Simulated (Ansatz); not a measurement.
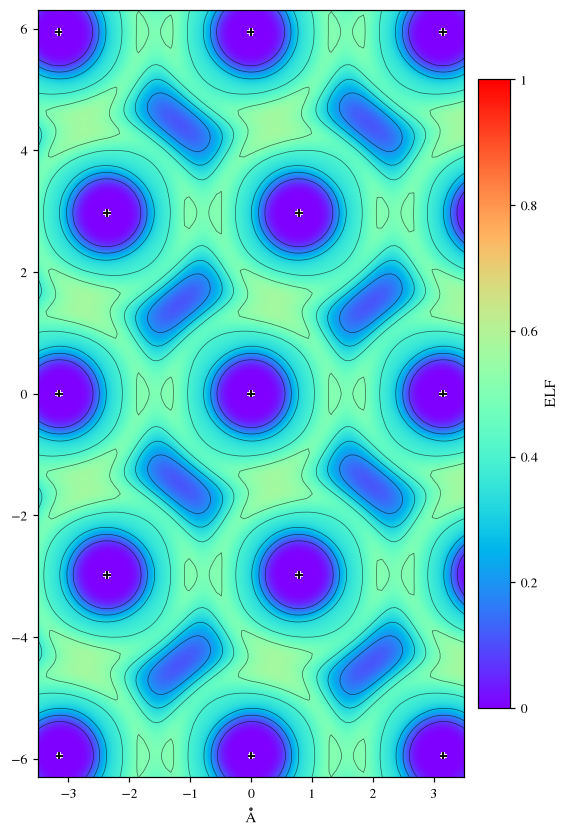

The ELF on a plane through atoms (crosses mark nuclei in the plane).

All numbers below come from DFT, r2SCAN, plane waves (500 eV) with PAW, scalar-relativistic (Ansatz 0.2.0).

Candidates:
A. Co, a = 3.22 Å, b = 3.22 Å, c = 3.22 Å, α = 60.00°, β = 60.00°, γ = 60.00°. Space group Pm-3m; set up as Co, simple cubic; a generated structure, not necessarily the stable one; changed on purpose from its base cell (volume × 1.04); computed pressure about 11 GPa in this cell; spin-polarised.
B. Fe, a = 3.50 Å, b = 3.50 Å, c = 3.50 Å, α = 90.00°, β = 90.00°, γ = 90.00°. Space group Fm-3m; set up as Fe, fcc; a generated structure, not necessarily the stable one; changed on purpose from its base cell (volume × 1.08); computed pressure about −20 GPa in this cell; computed without spin polarisation.
C. Sb, a = 3.16 Å, b = 8.38 Å, c = 8.44 Å, α = 90.00°, β = 89.92°, γ = 90.00°. Space group Fddd; set up as Sb, beta-Sn type; a generated structure, not necessarily the stable one; changed on purpose from its base cell (volume × 0.96); computed pressure about 3 GPa in this cell.

**Which candidate gave the map?**

Candidate C: Sb on the (011) plane of the conventional cell, which holds Sb. Sb–Sb (3.07 Å): the ELF reaches about 0.55 near the midpoint. Sb–Sb (3.16 Å): the ELF is about 0.50 at the midpoint.
